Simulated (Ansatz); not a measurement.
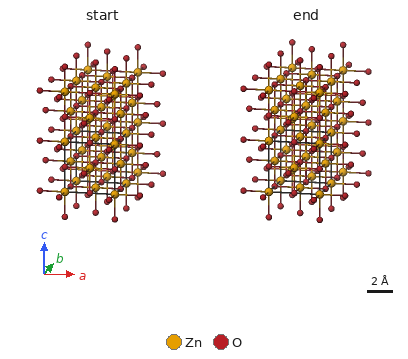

The structure of crystalline ZnO (a generated structure, set up in Fm-3m) (coarse preliminary run) before (left) and after (right) a relaxation, at one scale.

A ball-and-stick model of the conventional cell (4 times the calculation's cell), repeated 1 × 2 × 2 with one cell outlined, seen slightly off an axis. Lengths and directions refer to the drawn axes.

Case: Ni → Zn on all its sites, cell and atoms relaxed.

Computed with DFT r2SCAN, scalar-relativistic, plane waves, PAW (Ansatz 0.2.0). Settings: plane-wave cutoff 500 eV; k-point mesh 8 × 8 × 8; occupations gaussian; smearing width 0.1 eV; no spin polarisation; cell and atoms relaxed; force threshold 0.05 eV/Å; at most 60 steps.

### Describe what moved and what it gained.

The energy falls by 15.7 meV per atom in 2 accepted moves (3 points after the start). All forces vanish by symmetry, so only the cell relaxes. The pressure goes from 10.96 to 0.36 GPa. At 1 point the geometry stayed and the basis and grid were re-selected for the new cell (energy shift of 0.4 meV per atom at most each time). No atom moves by more than 0.005 Å relative to the cell. The drawn cell changes as follows: a = b = c 4.196 → 4.265 Å (+1.6 %); the volume changes by +5.0 %. Some distances before and after: O–Zn 2.098 → 2.132 Å. The space group stays Fm-3m (No. 225). The run took 10 s on 1 thread of AMD EPYC 7R43 64-Core Processor (Zen 3), with other jobs on the host, peak memory 0.39 GiB.
